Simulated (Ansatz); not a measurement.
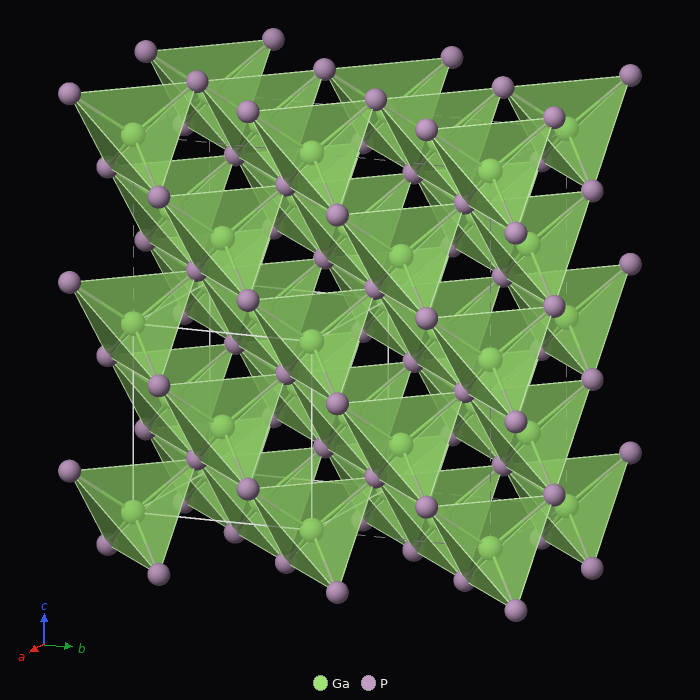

Polyhedra are drawn about Ga (bonds: Ga–P below 2.7 Å); other atoms are plain spheres.

The compound is GaP (space group F-43m, No. 216), taken as a calculation's input that goes back to an entry of the Crystallography Open Database (an earlier step may have relaxed or displaced it).

Sharing among the drawn polyhedra:

```json
{"site": "Ga", "polyhedron": "GaP4 tetrahedron", "corner-sharing neighbours": "12", "edge-sharing": "0", "face-sharing": "0", "bond (Å)": "2.36"}
```

They form a three-dimensional framework of corner-sharing tetrahedra.
